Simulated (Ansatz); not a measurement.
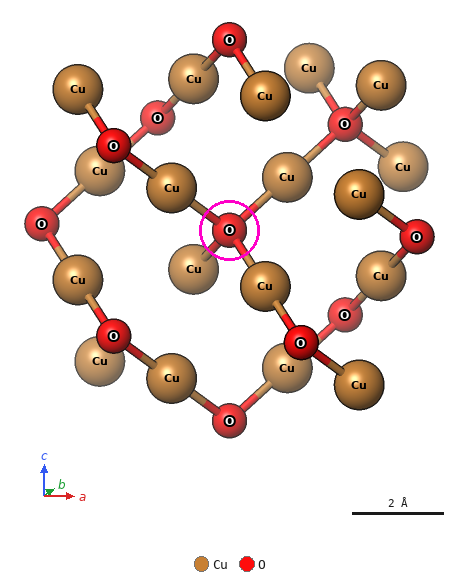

Perfect Cu₂O. The picture is a ball-and-stick view of the atoms within 5.4 Å of one point, in a slice 5.0 Å thick across the line of sight, seen slightly off an axis.

Computed with DFT, PBE, plane-wave PAW, default files, scalar-relativistic in Ansatz. (plane-wave cutoff 420 eV; k-point mesh 3 × 3 × 3; occupations fermi dirac; smearing width 0.01 eV; collinear spin) The axes drawn are those of the host's conventional cell.

An oxygen atom is taken out (a vacancy) at the ringed place, in charge state 0. The supercell has 24 sites, and the atoms are relaxed at the host's cell.

Q: How do the neighbours respond?

A: Around the empty O site the host had 4 Cu at 1.84 Å; after relaxation the nearest atoms are 4 Cu at 1.52 Å. Of the host's atoms, a copper atom moves furthest from its site, by 0.33 Å. The cell ends without a net magnetic moment.

The relaxed defect, seen from the same direction:

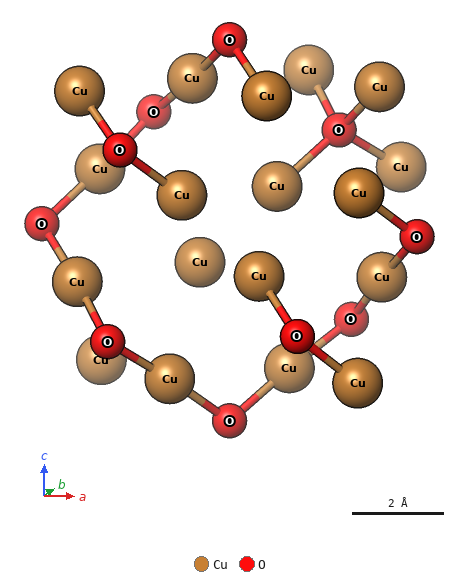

Limits of the set-up: the periodic images lie only 7.4 Å apart, so the values are limited by the cell's size.
